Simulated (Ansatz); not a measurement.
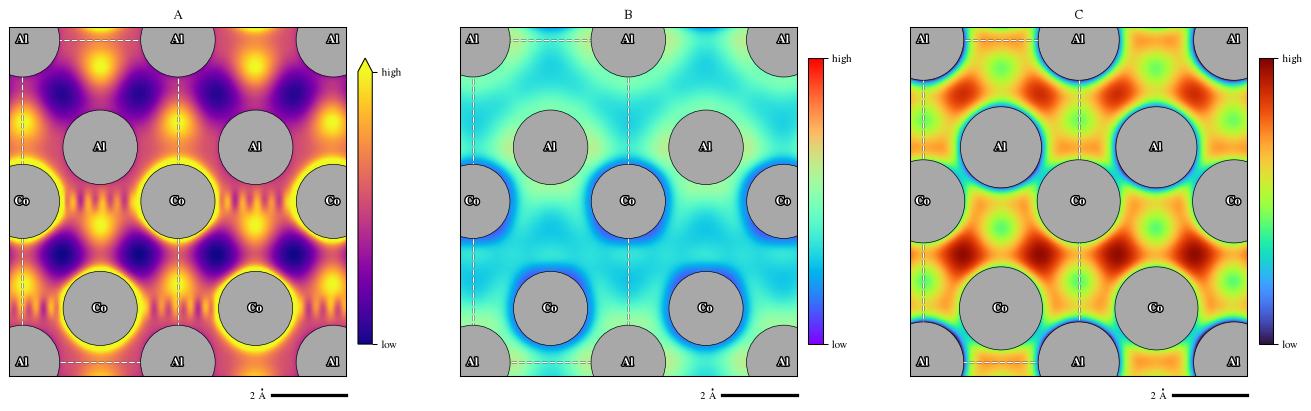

AlCo₃: 3 fields on the (110) plane of the conventional cell, with unlabelled colour scales. Grey discs cover the atomic cores.

Space group P6₃/mmc; a structure from a database of computed crystals, not necessarily the ambient phase; spin-polarised.

These are results of Ansatz 0.2.0, DFT r2SCAN, scalar-relativistic, plane waves, PAW, not measurements.

Match the panels to the quantities (electron localisation function, electrostatic potential energy of an electron and valence pseudo-density).

Panel A: valence pseudo-density. Panel B: electron localisation function. Panel C: electrostatic potential energy of an electron (low next to the atoms, rising into the space between them). From the grid: Al–Co (2.54 Å): ρ at the midpoint is about 0.29 e/Å³; the ELF is about 0.40 at the midpoint.
